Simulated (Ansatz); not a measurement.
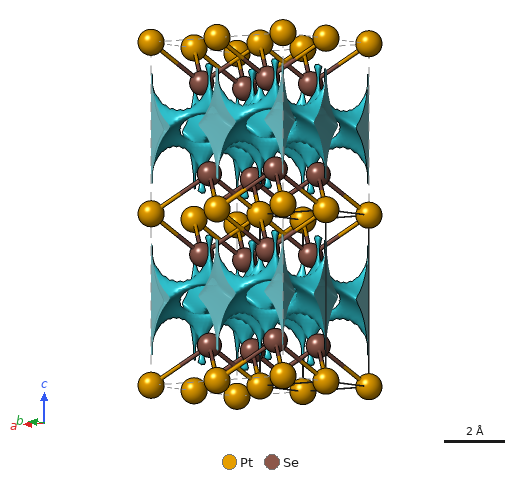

The teal surface encloses the points that the centre of a probe sphere of radius 0.20 Å can occupy in PtSe2 (P-3m1, No. 164), computed on a grid of about 0.15 Å (2×2×2 cells shown, view from a free direction; pale faces close the region where the box cuts it).

Atoms are hard spheres with Shannon crystal radii (six-coordinate where tabulated): Pt 0.77 Å, Se 1.84 Å.

Origin of the cell: the end point of a relaxation with DFT r2SCAN, scalar-relativistic, plane waves, PAW in Ansatz 0.2.0.

```
Pt Se
1.0
     3.71731    0.00000    0.00000
    -1.85865    3.21928    0.00000
     0.00000    0.00000    5.82007
Pt Se
1 2
Direct
  0.00000 0.00000 0.00000
  0.66667 0.33333 0.77461
  0.33333 0.66667 0.22539
```

### Do these regions connect?

Where they connect, they form a two-dimensional network in layers parallel to (001).

### What share of the cell can the probe's centre reach?

About 6.6 % of the volume (4.6 Å³ of 69.6 Å³).

### Give the largest included and the largest free sphere.

The largest sphere that fits anywhere has a diameter of 1.67 Å; the largest that can travel through the crystal, about 0.7 Å.

### How does the connectivity change as the probe shrinks?

Below a radius of about 0.36 Å the space forms a two-dimensional network in layers parallel to (001). Below a radius of about 0.11 Å the space forms a three-dimensional network. These are grid estimates, good to about 0.05 Å.
